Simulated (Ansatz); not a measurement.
# Energy of Mo along an even scaling of the cell

System: Mo (1 atom in the cell).
Method: DFT, LDA (PW92), plane waves (420 eV) with PAW, scalar-relativistic, no spin polarisation (Ansatz 0.2.0).

The 5 runs differ only in the geometry, by an even scaling of the cell at fixed fractional positions.

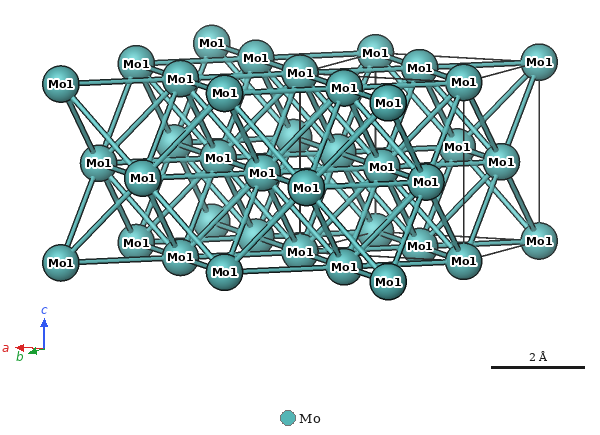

Figure 1. The structure of run 3 (ball-and-stick view of the cell 4 times as large as that of the calculation, set on its symmetry axes, repeated 2 × 2 × 1, seen at an oblique angle; atoms are numbered from 1 in the order of the input).

## Input of run 3
```yaml
crystal:
  lattice:
    - [0.0, 1.941360678, 1.941360678]
    - [1.941360678, 0.0, 1.941360678]
    - [1.941360678, 1.941360678, 0.0]
  atoms:
    - { symbol: Mo, position: [0.0, 0.0, 0.0] }
hamiltonian:
  xc: lda
  pseudopotentials:
    kind: paw
    azcp:
      Mo: "pseudopotentials/Mo.paw.azcp"
basis:
  ecutwfc: 420
  fft_grid_basis: typed
kpoints:
  mp_grid: { grid: [15, 15, 15], shift: [0, 0, 0] }
magnetization:
  spin_polarized: false
scf:
  occupations: { method: fermi_dirac, width: 0.1 }
  lower_state_search: "off"
output:
  stress: true
```

Run 2 differs from it as follows:
```diff
-    - [0.0, 1.941360678, 1.941360678]
-    - [1.941360678, 0.0, 1.941360678]
-    - [1.941360678, 1.941360678, 0.0]
+    - [0.0, 1.9140139272, 1.9140139272]
+    - [1.9140139272, 0.0, 1.9140139272]
+    - [1.9140139272, 1.9140139272, 0.0]
```

## Results, with one run withheld

| run | volume per atom (Å³) | free energy per atom, from the lowest run given (meV) | pressure (GPa) |
| --- | --- | --- | --- |
| 1 | 13.414 | 232.20 | 44.35 |
| 2 | 14.024 | ? | ? |
| 3 | 14.634 | 23.92 | 12.43 |
| 4 | 15.243 | 0.00 | 0.53 |
| 5 | 16.463 | 68.16 | −17.26 |

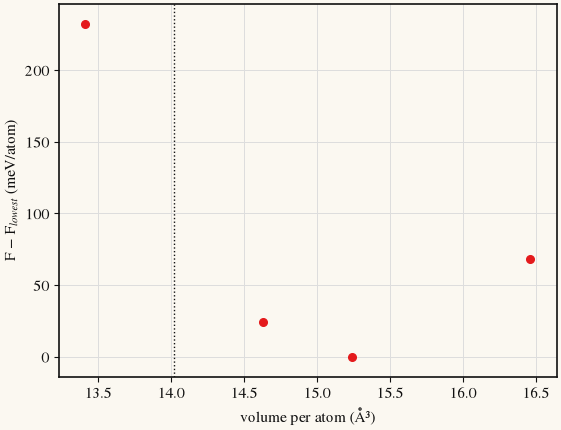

Figure 2. Free energy per atom of the runs given; the dotted line marks run 2.

What should run 2 give?

A quadratic polynomial in V^(−2/3) (the Birch–Murnaghan form), fitted to the 4 runs given, misses them by at most 0.17 meV per atom. With x = V^(−2/3) − 0.16537 Å⁻², it reads F = 9.2408 + 6272.5 x + 1.0788e+06 x² (meV per atom). At run 2 it gives 97.36 meV per atom, and the run itself gives 97.79. The slope of the fit gives a pressure −dF/dV of 26.83 GPa there, and the run prints 26.86 GPa. The fit has its minimum at 15.271 Å³ per atom, where V d²F/dV² gives 266 GPa: the bulk modulus at this level, since symmetry fixes the shape and the positions.

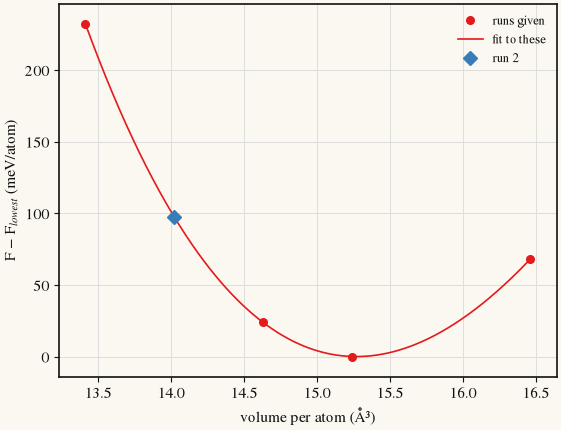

Figure 3. The fit and the withheld run.

## Output, shortened to warnings, some set-up lines, iterations and results (run 2)
```
Warning: [file] the record states the generating functional pbe (its physics header spells it `PBE`), which answers neither for hamiltonian.xc's functional nor for the lda family's — results may be inconsistent (PPs are generated against a specific XC)
Basis set: ecut = 420 eV, 283 PW (Γ)
Symmetry: 48 space group operations
k-points: 120 of 3375
Initial density: superposition of atomic densities (neutral atoms: chi_scale 0, normalization atom), corrected by the library's trained network
[...]
SCF iter   1: F=—  HF=-4842.348065 eV  |F-HF|=—  |Δ(HF+E_count)|=         —  Δρ=7.48e-3  dr2=4.01e-3  ethr=1.77e-3  ⟨swp⟩=5.0  Hψ=7804  notcnv=0
SCF iter   2: F=—  HF=-4842.347181 eV  |F-HF|=—  |Δ(HF+E_count)|=   8.84e-4  Δρ=3.39e-3  dr2=4.37e-4  ethr=2.87e-5  ⟨swp⟩=1.4  Hψ=2434  notcnv=0
SCF iter   3: F=—  HF=-4842.347186 eV  |F-HF|=—  |Δ(HF+E_count)|=   5.75e-6  Δρ=8.59e-4  dr2=2.78e-5  ethr=3.12e-6  ⟨swp⟩=1.0  Hψ=1315  notcnv=0
SCF iter   4: F=—  HF=-4842.347187 eV  |F-HF|=—  |Δ(HF+E_count)|=   8.17e-7  Δρ=4.70e-5  dr2=1.04e-7  ethr=1.99e-7  ⟨swp⟩=1.0  Hψ=1315  notcnv=0
SCF iter   5: F=-4842.347187 eV  HF=-4842.347187 eV  |F-HF|=3.78e-9  |Δ(HF+E_count)|=   3.72e-9  Δρ=6.85e-6  dr2=4.50e-9  ethr=7.39e-10  ⟨swp⟩=2.3  Hψ=2003  notcnv=0
SCF iter   6: F=-4842.347187 eV  HF=-4842.347187 eV  |F-HF|=9.09e-13  |Δ(HF+E_count)|=   1.98e-9  Δρ=5.33e-7  dr2=1.13e-11  ethr=3.21e-11  ⟨swp⟩=1.9  Hψ=4097  notcnv=0
SCF 1 converged in 6 iterations: F = -4842.347187 eV  dr2 = 1.13e-11
SCF converged after 6 iterations
Free energy (F): -4842.347187 eV
Harris-Foulkes:  -4842.347187 eV  (|F-HF|=9.09e-13)
Internal energy: -4842.308142 eV  (E = F + TS)
E sigma→0 (E₀):  -4842.327664 eV
Entropy (-TS):   -0.039046 eV (-39.046 meV/atom)
Fermi energy:    23.150046 eV
--- Per-component energies (eV) ---
  E_band       = -18.872063
  E_kinetic    = 447.452828
  E_local      = -713.930625  (includes V_loc(G=0)·N_el)
  E_nonlocal   = 149.463507
  E_hartree    = 238.925123
  E_xc         = -184.242518
  E_vxc        = -231.055220  (∫ρ·V_xc dr)
  E_paw        = -3090.284473  (= ΣΔE_a)
  E_vpaw       = -148.652884  (= ΣTr[D̂ρ^β])
  E_aug_tail   = 0.000035  (compensation charges beyond the density's cutoff)
  E_ewald      = -1690.164835
  E_core_change = 0.472816  (= ΣΔE_core)
  E_smearing   = -0.039046  (= −TS)
  E_closure    = -0.000000  (closes the sum)
  Σ components = -4842.347187   (vs F -4842.347187, Δ=0.00e0)
--- Stress (GPa, compression-positive) ---
       26.855128       0.000000      -0.000000
        0.000000      26.855128       0.000000
        0.000000      -0.000000      26.855128
  P = ⅓ Tr σ = 26.8551 GPa (268.551 kbar)
```

Warnings of the run: the PAW datasets were made with another functional.
